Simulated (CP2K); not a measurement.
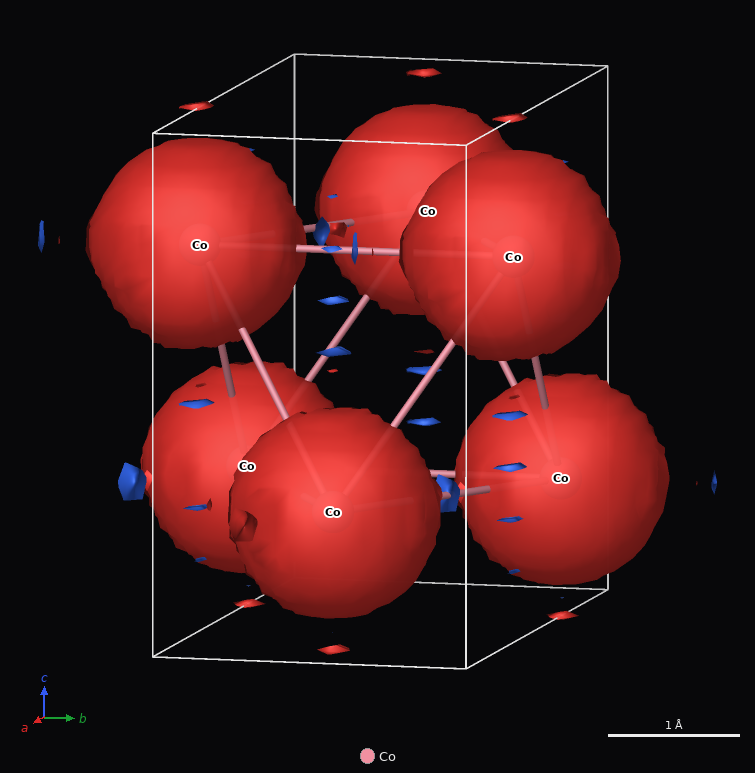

The picture shows: Co. Isosurfaces of the magnetisation density (up minus down) at +0.1 (red) and −0.1 e/Å³ (blue), seen slightly off an axis. Sticks mark near contacts.

Space group C2/m; a structure from a database of computed crystals, not necessarily the ambient phase; changed on purpose from its base cell (atoms moved at random by about 0.05 A); not relaxed (largest force 0.6 eV/Å); computed pressure about −7 GPa in this cell; spin-polarised.

The calculation used Kohn-Sham DFT of a periodic cell, PBEsol, GTH-PBE with UZH-TZVP basis in CP2K 2026.2.

**Where is the spin, and how is it ordered?**

The spin density sits on Co: +1.7 μB (×4) in one cell of 4 atoms: parallel main moments (a ferromagnetic arrangement) in this solution. The cell of the calculation (2 atoms) carries 3.4 μB of net spin moment.
